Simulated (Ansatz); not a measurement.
## Ta: geometry relaxation (part 1 of 4)

Ta (slab, 24 atoms in the cell), computed with DFT PBE, scalar-relativistic, plane waves, PAW, no spin polarisation (Ansatz 0.2.0).

The structure derives from an entry of the Crystallography Open Database. The input holds or restrains some coordinates. Forces given for the steps count only the free coordinates. It belongs to a series of runs on one base structure; here: flat (0 0 1) slab.

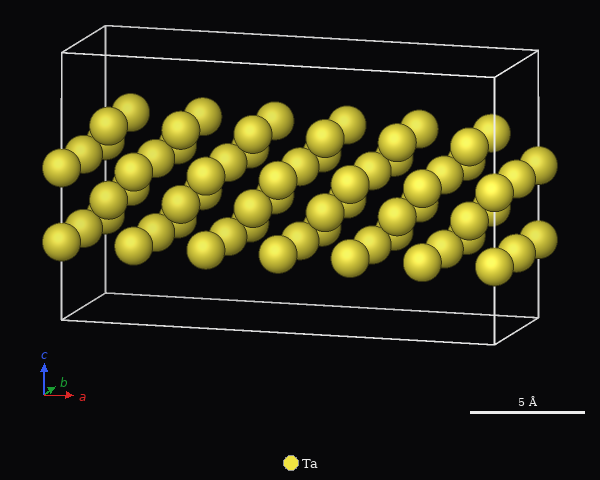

The starting structure (spheres-only view of the 1 × 2 repeat of the cell, with the vacuum cut short, seen slightly off an axis). An atom can appear more than once, as a periodic image.

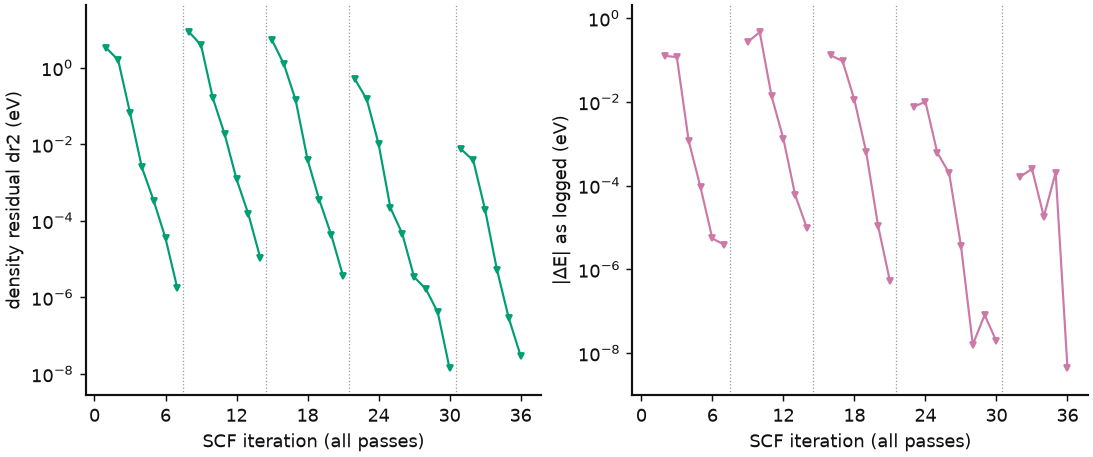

Convergence of the self-consistent field: density residual dr2 and size of the energy change against the SCF iteration. The dotted lines part the SCF passes of the relaxation: geometry steps, rejected trials and re-solves on a re-selected basis. The 5 passes take 6 to 9 iterations each, 36 in all.

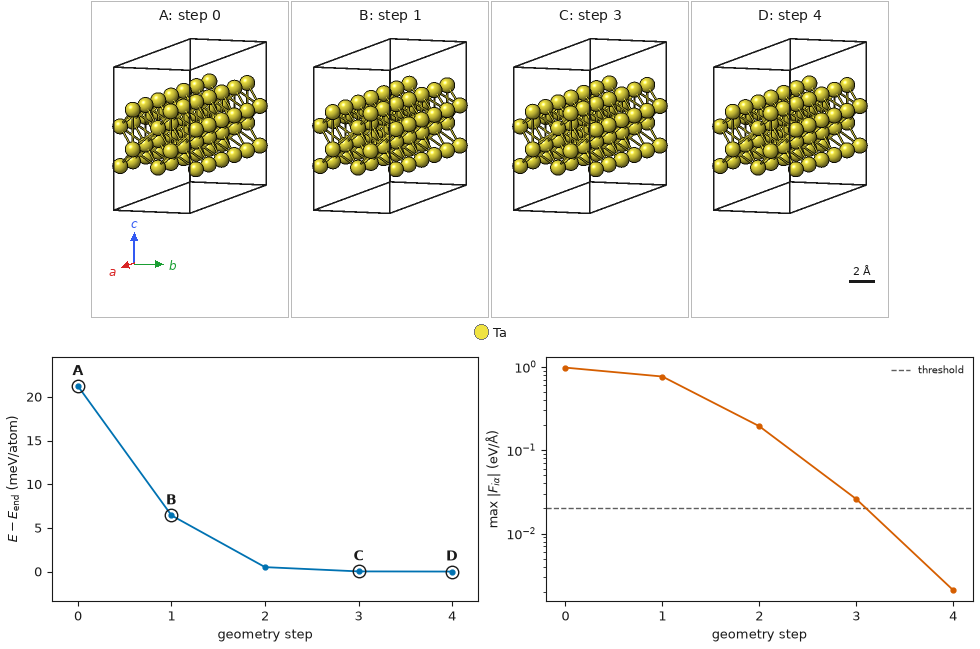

Frames of the restrained relaxation (ball-and-stick view of the 1 × 2 repeat of the cell, with the vacuum cut short (origin shifted), seen slightly off an axis) above the curves, on which the letters mark them (the first geometry is step 0 here and step 1 in the log).

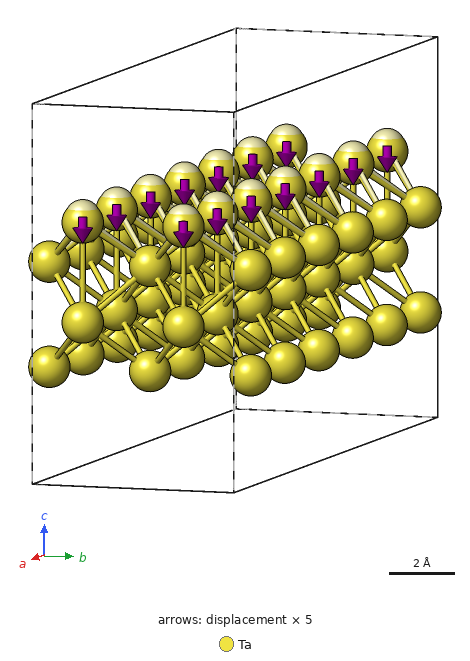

Start (faint) and end (solid) with the displacements as pink arrows, magnified 5 times (ball-and-stick view of the 1 × 2 repeat of the cell, with the vacuum cut short (origin shifted), seen slightly off an axis). The largest moves, 0.17 Å, are those of Ta14, Ta16, Ta18, Ta20, Ta22 and Ta24. The cell stays as it was. Distances before and after: Ta10–Ta22 3.319 → 3.147 Å, Ta13–Ta14 2.874 → 2.784 Å. Among the angles that change: Ta15–Ta16–Ta17 109.5° → 114.9°, Ta4–Ta16–Ta15 54.7° → 57.5°, Ta15–Ta16–Ta15 70.5° → 73.2°. Over 4 geometry steps the energy falls by 21.2 meV per atom. Largest force component: 0.98 eV/Å at the start, 0.0021 eV/Å at the end. (Atoms are counted from 1 in the order of the input.)

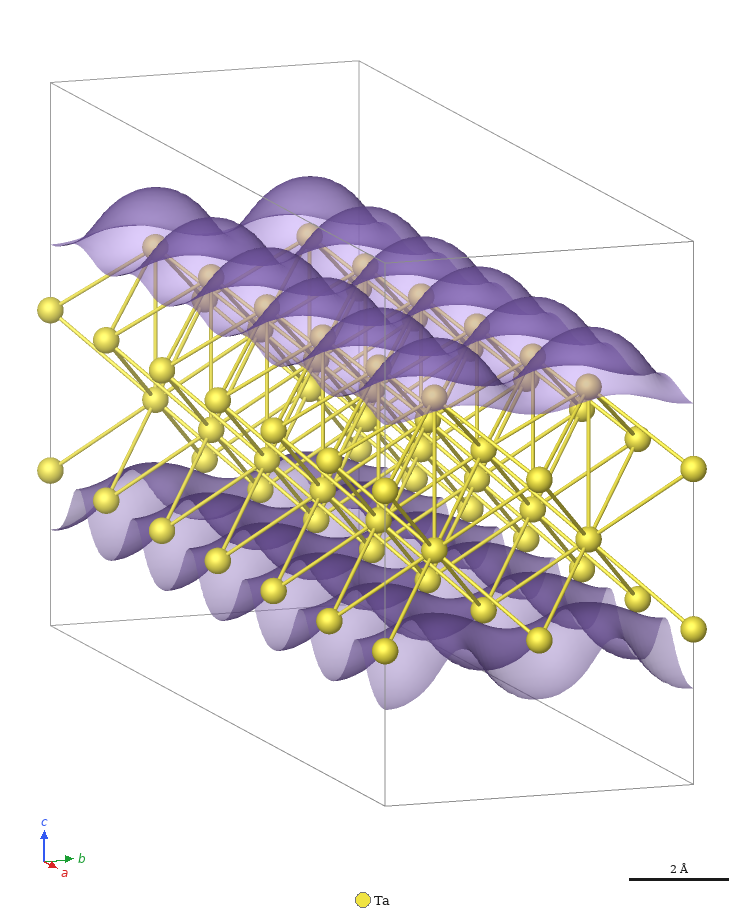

Isosurface of the valence charge density (pseudo) at 0.2 e/Å³ (purple), seen slightly off an axis. Sticks mark near contacts. At this value the density is joined into sheets; it holds about 95 % of the electrons treated as valence (semicore included). On the grid the lowest density along these lines, outside the cores, is 0.34 e/Å³ (Ta–Ta, 2.78 Å), 0.31 e/Å³ (Ta–Ta, 2.87 Å) and 0.27 e/Å³ (Ta–Ta, 3.15 Å). The fields are those of the smooth PAW valence density.

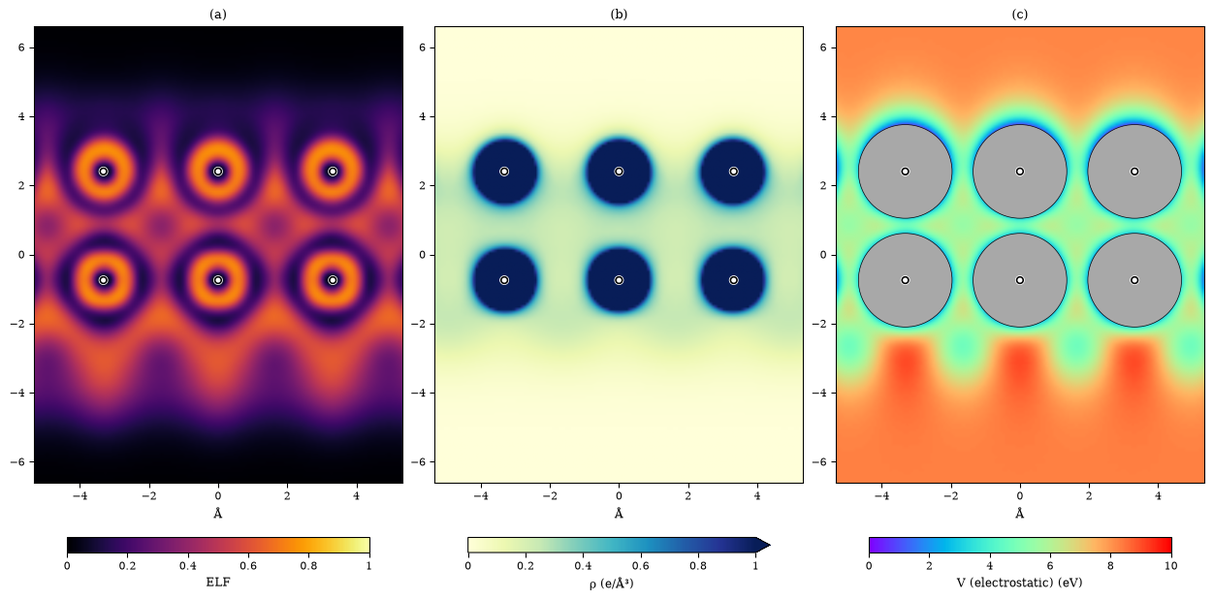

(a) electron localisation function; (b) valence charge density (pseudo); (c) electrostatic potential energy of an electron on the (100) plane of the calculation cell, a cut from vacuum to vacuum. Circles mark the nuclei in the plane (Ta). Grey discs, where drawn, cover atomic cores. The section cuts through Ta sites. Ta–Ta (3.15 Å): ρ is about 0.27 e/Å³ halfway; the ELF is about 0.40 at the midpoint, as expected for metallic bonding. The density dies away to nearly zero in the vacuum. The strong features right at Ta lie inside the PAW spheres (semicore, d or f shells) and say nothing about bonding.

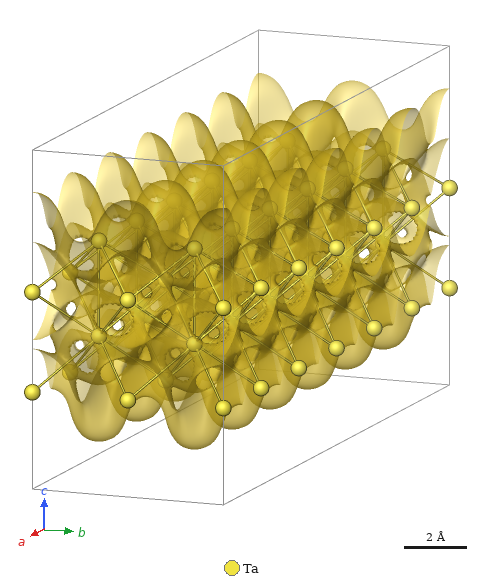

Isosurface of the ELF at 0.4 (yellow), seen slightly off an axis. Core shells and regions of very low density are left out. Sticks mark near contacts. Profiles from the grid: Ta–Ta (2.78 Å): the ELF is about 0.30 at the midpoint; no shared electron pair. Ta–Ta (2.87 Å): the ELF is about 0.35 at the midpoint, which marks nearly free electrons, as in a simple metal.

The input that produced these results follows, with the program's output.

The input
```yaml
crystal:
  lattice:
    - [19.9127378425, 0.0, 0.0]
    - [0.0, 3.3187896404, 0.0]
    - [0.0, 0.0, 18.6375792808]
  atoms:
    - { symbol: Ta, position: [0.0, 0.0, 0.080482555] }
    - { symbol: Ta, position: [0.0833333333, 0.5, 0.169517445] }
    - { symbol: Ta, position: [0.1666666667, 0.0, 0.080482555] }
    - { symbol: Ta, position: [0.25, 0.5, 0.169517445] }
    - { symbol: Ta, position: [0.3333333333, 0.0, 0.080482555] }
    - { symbol: Ta, position: [0.4166666667, 0.5, 0.169517445] }
    - { symbol: Ta, position: [0.5, 0.0, 0.080482555] }
    - { symbol: Ta, position: [0.5833333333, 0.5, 0.169517445] }
    - { symbol: Ta, position: [0.6666666667, 0.0, 0.080482555] }
    - { symbol: Ta, position: [0.75, 0.5, 0.169517445] }
    - { symbol: Ta, position: [0.8333333333, 0.0, 0.080482555] }
    - { symbol: Ta, position: [0.9166666667, 0.5, 0.169517445] }
    - { symbol: Ta, position: [0.0, 0.0, 0.2585523349] }
    - { symbol: Ta, position: [0.0833333333, 0.5, 0.3475872249] }
    - { symbol: Ta, position: [0.1666666667, 0.0, 0.2585523349] }
    - { symbol: Ta, position: [0.25, 0.5, 0.3475872249] }
    - { symbol: Ta, position: [0.3333333333, 0.0, 0.2585523349] }
    - { symbol: Ta, position: [0.4166666667, 0.5, 0.3475872249] }
    - { symbol: Ta, position: [0.5, 0.0, 0.2585523349] }
    - { symbol: Ta, position: [0.5833333333, 0.5, 0.3475872249] }
    - { symbol: Ta, position: [0.6666666667, 0.0, 0.2585523349] }
    - { symbol: Ta, position: [0.75, 0.5, 0.3475872249] }
    - { symbol: Ta, position: [0.8333333333, 0.0, 0.2585523349] }
    - { symbol: Ta, position: [0.9166666667, 0.5, 0.3475872249] }
basis:
  ecutwfc: 420
kpoints:
  mp_grid: { grid: [2, 10, 1] }
hamiltonian:
  xc: pbe
scf:
  occupations: { method: gaussian, width: 0.1 }
output:
  forces: true
  eigenvalues: true
  populations: true
  write_density: true
  write_potential: true
  elf: true
  volumetric_format: npy
relax:
  adjacent_minimum: "off"
  f_tol: 0.02
  max_steps: 45
  constraints: [{ sites: [0, 1, 2, 3, 4, 5, 6, 7, 8, 9, 10, 11] }]
efield:
  axis: 3
  dipole_correction: true
  ramp_width: 0.04
```

Launched with:
```bash
ansatz run input.yaml --threads 4 --pin off --max-ram 11264MiB --backend cpu --events-out ev --progress --plain --runs-dir out
```

The program's output
```
Engine: ansatz 0.2.0, x86_64-unknown-linux-gnu
Pseudopotentials: kind: paw
Pseudopotential: Ta, paw, valence charge 13, recommended cutoff 420 eV (normal), Ta.paw.azcp
Functional definition: PBE
  parameter kappa = 0.804
  parameter beta = 0.06672455060314922
  exchange = pbe_x(kappa = kappa, mu = beta*pi^2/3)
  correlation = pbe_c(beta = beta)
Crystal: 24 atoms, lattice volume = 1231.687 Å³
Basis set: ecut = 420 eV, 24159 PW (Γ), exchange–correlation on 270×48×250 points (8 copies of the dense FFT grid, shifted against one another)
Bands: 188, of which v1, the nominal top of the filled ones, is band 156 counted from 1 (155 counted from 0)
Symmetry: 24 space group operations
k-points: 12 of 20
Non-local potential: Ta, projectors of the file, l = 0: 3, l = 1: 2, l = 2: 2, l = 3: 1
PAW form: soft (Blöchl's): semilocal exchange-correlation on the pseudo side does not see the compensation charge
PAW one-centre angular grid: Ta, 590 points (default); XC on 64 Gauss nodes
Initial density: superposition of atomic densities (neutral atoms: chi_scale 0, normalization atom), corrected by the library's trained network
Initial wavefunctions: pseudopotential atomic-orbital guess
Functional: x = pbe(κ = 0.804, μ = 0.2195149727645171), c = pbe(β = 0.06672455060314922)
SCF iter   1: F=—  HF=-238350.807524 eV  |F-HF|=—  |Δ(HF+E_count)|=         —  Δρ=7.52e-3  dr2=3.29e0  ethr=1.77e-3  p=-0.000 e·Å  D=-7.97e-6 V/Å  ΔV_dip=0.00 eV  dr2_dipole=3.42e-6  V_vac-E_F(+/−)=3.94/3.93 eV  ⟨swp⟩=10.5  Hψ=10980  notcnv=0
efield: sawtooth ramp at fractional position 0.6940 (placed from the atoms, in the widest stretch of the axis that holds none; the zero of the levels goes with the place), width 0.0400; the density the first Hamiltonian is built on has a dipole p = -0.000 e·Å; the dipole correction subtracts the counter field D = -7.97e-6 V/Å, which shifts the + side's vacuum level by +0.00 eV against the − side's; the planar-averaged density in the ramp window peaks in size at 9.4e-5 e/Å³
preconditioner: auto → LDOS  [metal: Δε(μ)=0.034 eV  Ē_g=3.189 eV  σ=0.100 eV  W_gap=0.19  n_scr=214 (ndim 8)  ℏωp=11.6 eV  f_vac=0.514  D(μ)=29.63/eV (n_scr^D=170)  β→1.0]
SCF iter   2: F=—  HF=-238350.681398 eV  |F-HF|=—  |Δ(HF+E_count)|=   1.26e-1  Δρ=4.41e-3  dr2=1.60e0  ethr=1.06e-3  p=0.000 e·Å  D=5.84e-6 V/Å  ΔV_dip=-0.00 eV  dr2_dipole=1.38e-7  V_vac-E_F(+/−)=3.93/3.94 eV  ⟨swp⟩=3.2  Hψ=3719  notcnv=0  defer=154
SCF iter   3: F=—  HF=-238350.564153 eV  |F-HF|=—  |Δ(HF+E_count)|=   1.17e-1  Δρ=1.11e-3  dr2=6.73e-2  ethr=5.14e-4  p=0.000 e·Å  D=3.62e-6 V/Å  ΔV_dip=-0.00 eV  dr2_dipole=1.02e-8  V_vac-E_F(+/−)=3.97/3.97 eV  ⟨swp⟩=2.3  Hψ=3051  notcnv=0  defer=154
SCF iter   4: F=—  HF=-238350.562984 eV  |F-HF|=—  |Δ(HF+E_count)|=   1.17e-3  Δρ=2.62e-4  dr2=2.53e-3  ethr=2.16e-5  p=-0.000 e·Å  D=-3.90e-6 V/Å  ΔV_dip=0.00 eV  dr2_dipole=1.32e-7  V_vac-E_F(+/−)=3.98/3.98 eV  ⟨swp⟩=2.4  Hψ=2873  notcnv=0  defer=154
SCF iter   5: F=—  HF=-238350.562893 eV  |F-HF|=—  |Δ(HF+E_count)|=   9.07e-5  Δρ=1.27e-4  dr2=3.38e-4  ethr=8.11e-7  p=0.000 e·Å  D=6.87e-6 V/Å  ΔV_dip=-0.00 eV  dr2_dipole=4.01e-8  V_vac-E_F(+/−)=4.00/4.00 eV  ⟨swp⟩=2.5  Hψ=3044  notcnv=0  defer=152
SCF iter   6: F=—  HF=-238350.562888 eV  |F-HF|=—  |Δ(HF+E_count)|=   5.46e-6  Δρ=2.62e-5  dr2=3.52e-5  ethr=1.08e-7  p=0.000 e·Å  D=3.67e-7 V/Å  ΔV_dip=-0.00 eV  dr2_dipole=4.90e-9  V_vac-E_F(+/−)=4.01/4.01 eV  ⟨swp⟩=2.2  Hψ=2827  notcnv=0  defer=152
SCF iter   7: F=-238350.562892 eV  HF=-238350.562892 eV  |F-HF|=4.33e-8  |Δ(HF+E_count)|=   3.86e-6  Δρ=9.86e-6  dr2=1.73e-6  ethr=3.21e-9  p=0.000 e·Å  D=2.43e-6 V/Å  ΔV_dip=-0.00 eV  dr2_dipole=1.88e-8  V_vac-E_F(+/−)=4.01/4.01 eV  ⟨swp⟩=25.1  Hψ=23559  notcnv=0
SCF 1 converged in 7 iterations: F = -238350.562892 eV  dr2 = 1.73e-6
  Residual-converged pass: ⟨swp⟩=1.2  Hψ=2306  notcnv=0  max |occ|·‖R‖ = 7.0e-9 eV (tolerance 1.0e-8 eV)  dr2=1.73e-6  dr2_onsite=2.78e-8  max |Δocc| = 1.7e-10
  greatest PAW one-centre occupation: 0.999 electrons in one spin orbital (limit 2), on the Ta atom at site 11 (counted from 0), in its partial waves of l = 0
relax step   1: F+E_penalty+E_count = -238350.56289175 eV  Δ(F+E_penalty+E_count) = +0.000e0 eV  max|allowed force component| = 9.808e-1 eV/Å  Δτ_max = 0.0000 Å  (7 SCF iters, dr2 threshold 1.00e-5 eV, accepted)
Initial density: handed on by an earlier stage of this run
Initial wavefunctions: those handed on with the density
iter 1 solved again at ethr=2.57e-3 eV; its pass at ethr=3.10e-3 eV (dr2=8.02e0 eV) is discarded
```
